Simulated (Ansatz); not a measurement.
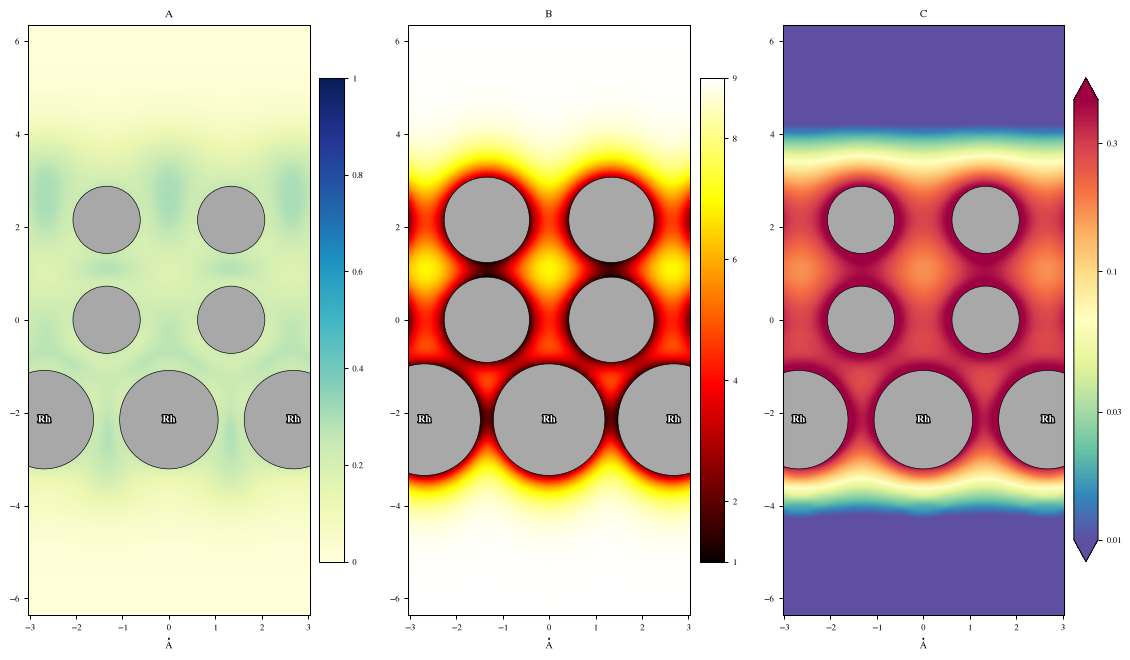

Rh (slab): 3 fields on the (100) plane of the calculation cell, a cut from vacuum to vacuum, with unlabelled colour scales. Grey discs cover the atomic cores.

Computed without spin polarisation.

Level of theory: DFT PBE+D3(BJ), scalar-relativistic, plane waves, PAW (Ansatz 0.2.0).

### The panels show electron localisation function, electrostatic potential energy of an electron and valence pseudo-density in some order. Assign them.

Panel A: electron localisation function. Panel B: electrostatic potential energy of an electron (low next to the atoms, rising into the space between them). Panel C: valence pseudo-density.
